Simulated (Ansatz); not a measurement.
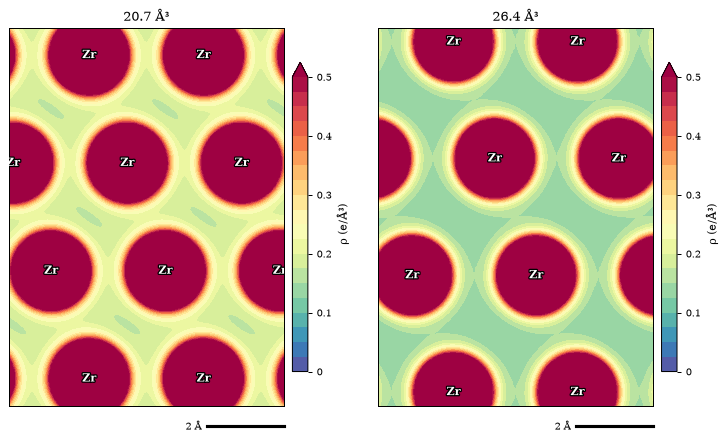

Zr. The valence charge density (pseudo) of cells scaled evenly to different volumes (given per atom above each panel), on the (010) plane of each (indices in the axes of the cell below), at one length scale and on one colour scale.

A generated structure, not necessarily the stable one.

The calculation used DFT, RPBE, plane waves (420 eV) with PAW, scalar-relativistic in Ansatz 0.2.0.

Core electrons are frozen (PAW), and the valence fields are smoothed inside the atomic spheres.

The largest cell:

```
Zr
1.0
    -1.87455    1.87455    1.87455
     1.87455   -1.87455    1.87455
     1.87455    1.87455   -1.87455
Zr
1
Direct
  0.00000 0.00000 0.00000
```

| volume (Å³/atom) | Zr–Zr contact in the plane (Å) | ρ at its midpoint (e/Å³) | pressure (GPa) | 
| --- | --- | --- | --- |
| 20.70 | 2.996 | 0.207 | 12.8 | 
| 25.41 | 3.208 | ? | ? | 
| 26.35 | 3.247 | 0.150 | −7.8 | 

Question: What values belong in the row with question marks?

Answer: Over the known rows ln ρ falls by 1.28 per Å of Zr–Zr distance (the line through the two), which gives 0.158 e/Å³ at 3.208 Å; the calculation gives 0.157 e/Å³. For the pressure, a straight line in volume between the neighbouring rows gives −4.4 GPa; the calculation gives −5.7, lower because pressure rises ever faster on compression.
